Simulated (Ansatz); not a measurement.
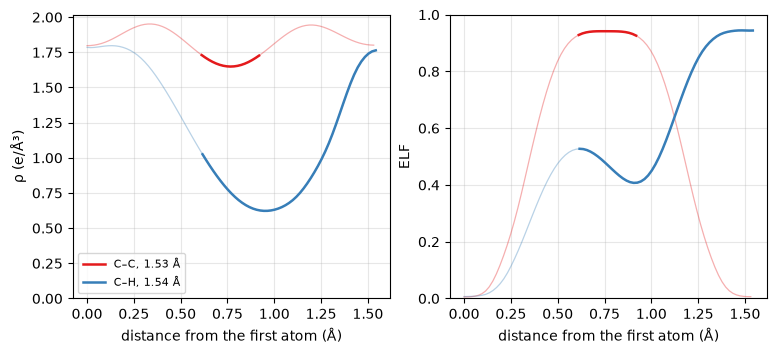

Figure 1: HC16 (cell with a defect). Valence charge density (pseudo) and ELF along straight lines between neighbouring atoms. Thin, pale parts lie inside the atomic spheres.

Spin-polarised.

Level of theory: DFT LDA, scalar-relativistic, plane waves, PAW in Ansatz.

In a PAW calculation such maps are meaningful between the atoms, not at the nuclei.

What can be read from the curves?

Answer. C–C (1.53 Å): ρ at the midpoint is about 1.6 e/Å³; the ELF peaks at about 0.95 between the atoms: a shared electron pair.
C–H (1.54 Å): the density is about 0.75 e/Å³ at the midpoint; the ELF climbs to about 0.95 towards the hydrogen, as it does in any bond to H.
